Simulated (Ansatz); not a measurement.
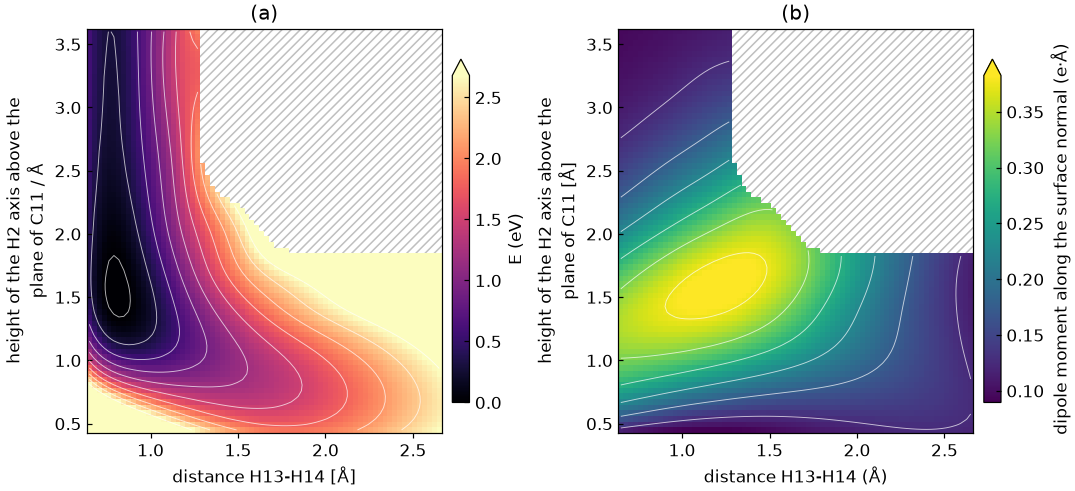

H₂ on a C(101) slab cut from the P6/mmm phase, its upper half relaxed before the scan (12 atoms of substrate and one adsorbate in a 2 × 1 cell). H2 lies flat over one site of a rigid substrate while its bond length and height are varied; it sits over a hollow of the top layer over the deeper atom C9, heights counted from the top plane, its axis along the second surface vector. Coordinates scanned: (1) distance H13-H14; (2) height of the H2 axis above the plane of C11. The grid has 8 × 9 points. At 15 points there is no value (left out: too close to the surface, or the stretched molecule far from it). Points are written as (first, second). All energies are given in eV relative to the lowest grid point. Computed with Ansatz, DFT LDA, scalar-relativistic, plane waves, PAW. Settings: cutoff 420 eV, k-mesh 6×3×1, gaussian smearing 0.1 eV, no spin polarisation.

Panel (a) is the energy and panel (b) the computed dipole moment along the surface normal on the same grid.

In the figure: a smooth colour map with a few white contour lines, one colour for all values above the top of the scale, hatched blanks where no value was computed. Between grid points the surface is interpolated.

How does the dipole moment along the surface normal vary over the map, and what is it at the lowest grid point?

Answer. Leaving out the highest fifth of the energies, it runs from 0.10 e·Å at (0.650 Å, 3.60 Å) to 0.38 e·Å at (1.181 Å, 1.41 Å). At the lowest grid point, (0.750 Å, 1.73 Å), it is 0.31 e·Å.

PAW datasets: the set soft_1.
